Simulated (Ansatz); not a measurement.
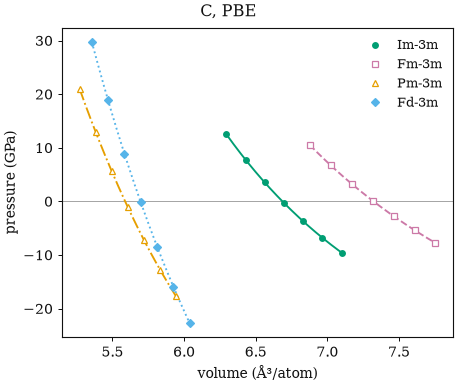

The figure shows the pressure against volume, with one curve for each structure, for C.

Calculation (Ansatz 0.2.0 development build): equation of state of a cubic crystal from periodic Kohn-Sham density functional theory without spin, third-order Birch-Murnaghan fit to the free energies; pressure corrected for the finite basis. Level: PBE.

- occupation method: Fermi–Dirac
- occupation width: 0.06123 eV
- wave cutoff: 420 eV
- datasets: soft-1 PAW
- density tolerance: 1e−07 eV
- density cutoff ratio: 4
- search for lower states: default

Settings that differ: Im-3m: k mesh 64×64×64, atoms in cell 1, lattice centring body-centred primitive, space group number 229, structure type bcc; Fm-3m: k mesh 61×61×61, atoms in cell 1, lattice centring face-centred primitive, space group number 225, structure type fcc; Pm-3m: k mesh 31×31×31, atoms in cell 1, lattice centring simple cubic, space group number 221, structure type simple cubic; Fd-3m: k mesh 26×26×26, atoms in cell 2, lattice centring face-centred primitive, space group number 227, structure type diamond.

Question: Order the curves by fitted equilibrium volume, smallest first.

Answer: Pm-3m 5.588, Fd-3m 5.695, Im-3m 6.686, Fm-3m 7.322 Å³/atom.

Question: Order the curves by fitted bulk modulus, smallest first.

Answer: Fm-3m 150, Im-3m 182, Pm-3m 323, Fd-3m 433 GPa.

Limits of the calculation: cubic model structure, not the ambient form (Im-3m, Fm-3m, Pm-3m); modest k-mesh, values are not fully converged in k (Pm-3m).

The computed values:

Im-3m:
```tsv
volume (Å³/atom)	pressure (GPa)
6.2947	12.5
6.4286	7.8
6.5626	3.5
6.6965	-0.3
6.8304	-3.7
6.9643	-6.8
7.0983	-9.5
```

Fm-3m:
```tsv
volume (Å³/atom)	pressure (GPa)
6.8761	10.6
7.0224	6.7
7.1687	3.3
7.3150	0.1
7.4614	-2.7
7.6077	-5.4
7.7540	-7.8
```

Pm-3m:
```tsv
volume (Å³/atom)	pressure (GPa)
5.2707	21.0
5.3829	12.9
5.4950	5.6
5.6072	-1.1
5.7193	-7.2
5.8315	-12.7
5.9436	-17.7
```

Fd-3m:
```tsv
volume (Å³/atom)	pressure (GPa)
5.3558	29.8
5.4698	18.8
5.5837	8.9
5.6977	-0.2
5.8116	-8.4
5.9256	-15.9
6.0395	-22.8
```
